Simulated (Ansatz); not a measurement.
W

Input

```
crystal:
  lattice:
    - [2.03, -2.03, 0.0]
    - [2.03, 0.0, -2.03]
    - [8.0333974596, 8.0333974596, 8.0333974596]
  atoms:
    - { symbol: W, position: [0.6666666667, 0.6666666667, 0.0842148464] }
    - { symbol: W, position: [0.0, 0.0, 0.9265317741] }
    - { symbol: W, position: [0.3333333333, 0.3333333333, 0.252678232] }
    - { symbol: W, position: [0.6666666667, 0.6666666667, 0.589605003] }
    - { symbol: W, position: [0.0, 0.0, 0.4211416175] }
    - { symbol: W, position: [0.3333333333, 0.3333333333, 0.7580683885] }
basis:
  ecutwfc: 420
kpoints:
  mp_grid: { grid: [19, 19, 4] }
hamiltonian:
  xc: pbesol
scf:
  occupations: { method: gaussian, width: 0.15 }
output:
  forces: true
  stress: true
  eigenvalues: true
  write_density: true
  write_potential: true
  elf: true
  volumetric_format: npy
```

Command:

```sh
ansatz run input.yaml --threads 2 --pin off --max-ram 5120MiB --backend cpu --events-out ev --progress --plain --runs-dir out
```

Below, planes, directions and counts refer to the conventional cell (a = 2.87 Å, b = 2.87 Å, c = 13.91 Å, α = 90.00°, β = 90.00°, γ = 120.00°).

Space group P-3m1; not relaxed (largest force 0.9 eV/Å); computed pressure about −10 GPa in this cell.

Computed with DFT PBEsol, scalar-relativistic, plane waves, PAW (Ansatz).

Predict the valence pseudo-density and electron localisation function between the atoms.

W–W (2.87 Å): ρ is about 0.34 e/Å³ halfway; the ELF is about 0.35 at the midpoint.

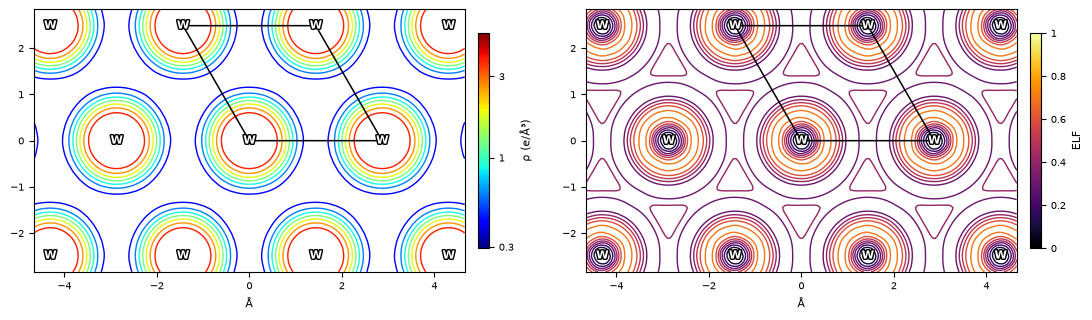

Computed valence pseudo-density and electron localisation function on the (001) plane of the conventional cell, in this order. 

The density is the valence pseudo-density of a PAW calculation; it isn't the true density close to the nuclei.
